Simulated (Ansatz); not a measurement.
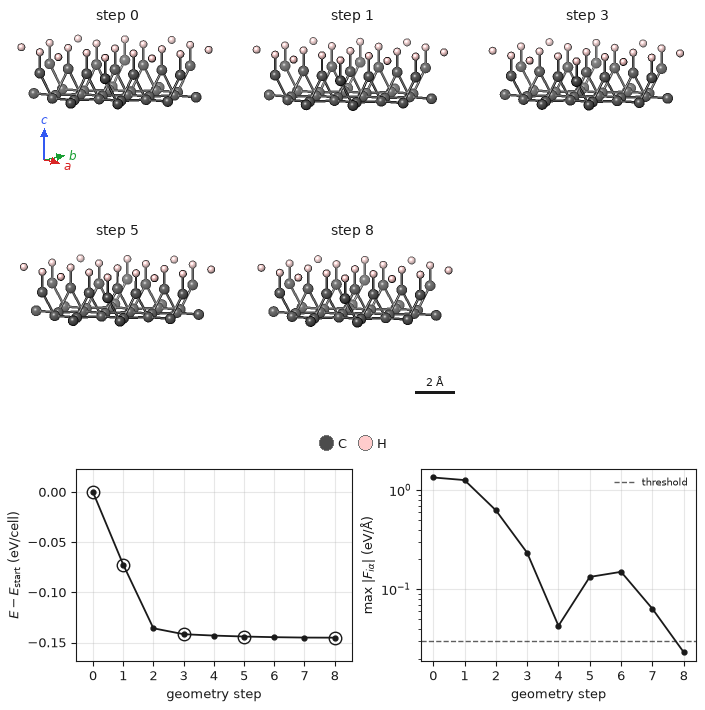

Frames of a constrained relaxation of a slab of composition HC$_{9}$ (cut from the P6_3/mmc phase), marked on the history of the run. A ball-and-stick model of the atoms within 5.0 Å of the atom that moves most (axes of the 3 × 3 repeat of the cell, outlined in the plane, without the vacuum), seen slightly off an axis.

Case: CH put at a bridge C-C site. The slab is the (0 0 1) face of C with CH on it. 4 atoms are held fixed.

The calculation used DFT PBE+D3(BJ), scalar-relativistic, plane waves, PAW in Ansatz 0.2.0.

Input
```yaml
crystal:
  lattice:
    - [2.4649796696, 0.0, 0.0]
    - [-1.2324898348, 2.1347350137, 0.0]
    - [0.0, 0.0, 30.2076501055]
  atoms:
    - { symbol: C, position: [0.0, 0.0, 0.2813856823] }
    - { symbol: C, position: [0.6666666667, 0.3333333333, 0.2813856745] }
    - { symbol: C, position: [0.0, 0.0, 0.3929208932] }
    - { symbol: C, position: [0.3333333333, 0.6666666667, 0.3929208853] }
    - { symbol: C, position: [0.0, 0.0, 0.504456104] }
    - { symbol: C, position: [0.6666666667, 0.3333333333, 0.5044560961] }
    - { symbol: C, position: [0.0, 0.0, 0.6159913148] }
    - { symbol: C, position: [0.3333333333, 0.6666666667, 0.615991307] }
    - { symbol: C, position: [0.1666666667, 0.3333333333, 0.6610130228] }
    - { symbol: H, position: [0.1666666667, 0.3333333333, 0.6974276395] }
basis:
  ecutwfc: 420
kpoints:
  mp_grid: { grid: [12, 12, 1] }
hamiltonian:
  xc: pbe
  dispersion: d3bj
scf:
  occupations: { method: gaussian, width: 0.1 }
output:
  forces: true
  eigenvalues: true
  write_density: true
  write_potential: true
  elf: true
  volumetric_format: npy
relax:
  adjacent_minimum: "off"
  f_tol: 0.03
  max_steps: 70
  constraints: [{ sites: [0, 1, 2, 3] }]
efield:
  axis: 3
  dipole_correction: true
  ramp_width: 0.04
```

Launched with:
```bash
ansatz run input.yaml --threads 2 --pin off --max-ram 5120MiB --backend cpu --events-out ev --progress --plain --runs-dir out
```

Question: Describe the path.

Answer: The largest move is that of H10, 0.42 Å at 43° to the normal (−c side). By element the largest moves are H 0.42 Å, C 0.39 Å. The cell stays as it was. Near-neighbour distances that change, for instance: C7–C9 1.535 → 1.451 Å, C9–H10 1.100 → 1.066 Å, C7–C8 1.423 → 1.412 Å. Bond angles that change, for instance: C7–C9–C8 55.2° → 58.2°. The energy falls by 0.145 eV per cell of the calculation in 8 geometry steps. The largest force component goes from 1.3 to 0.023 eV/Å. The run took 86 s on 2 threads of AMD EPYC 7R43 64-Core Processor (Zen 3), with other jobs on the host, peak memory 0.54 GiB. From step 0 to 1: C atoms move most (0.19 Å), energy −72.2 meV per cell of the calculation. From step 1 to 3: C atoms move most (0.19 Å), energy −69.5 meV per cell of the calculation. From step 3 to 5: C atoms move most (0.09 Å), energy −2.3 meV per cell of the calculation. From step 5 to 8: C and H atoms move most (0.15 Å), energy −1.1 meV per cell of the calculation.

| step | E − E(0), meV/atom | largest force component, eV/Å |
| --- | --- | --- |
| 0 | 0.00 | 1.3443 |
| 1 | -7.22 | 1.2658 |
| 2 | -13.58 | 0.6279 |
| 3 | -14.17 | 0.2337 |
| 4 | -14.31 | 0.0428 |
| 5 | -14.40 | 0.1333 |
| 6 | -14.47 | 0.1501 |
| 7 | -14.51 | 0.0636 |
| 8 | -14.52 | 0.0232 |

Limits of the set-up: the periodic images lie only 2.5 Å apart, so the values are limited by the cell's size.
